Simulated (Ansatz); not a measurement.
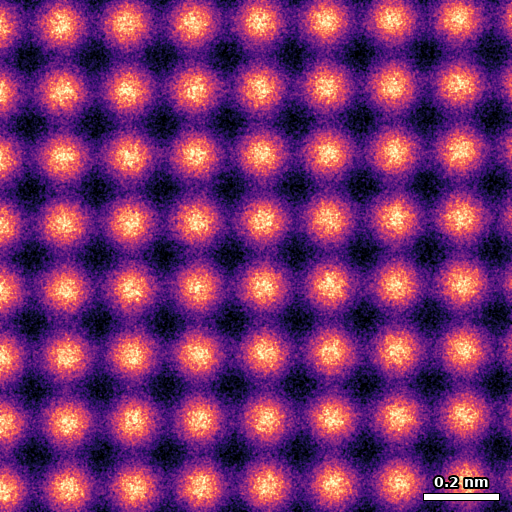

Z-contrast image of a crystal. Simulated incoherent Z contrast: every atom adds Z^1.7 spread by a probe of 1.14 Å full width; channelling and multiple scattering are left out. The probe carries 15 % of its weight in a tail 2.5 times as wide. Shot noise was added.

Give the net of the columns and its spacings.

Answer. The pattern repeats on a square net with a repeat of 1.8 Å.

What is the plane group of the image?

Answer. p4mm: fourfold points with mirror lines through them along the axes and the diagonals.

How many columns does the smallest repeating cell hold, and how many levels of brightness?

Answer. 1 column in the primitive cell of 3.3 Å², all of one brightness.

The crystal is Co (Fd-3m, No. 227) seen along [001]. Structure used: the geometry relaxed with DFT, revPBE, plane waves (420 eV) with PAW, scalar-relativistic (Ansatz); the starting structure was generated, so it need not be a known form of this composition.
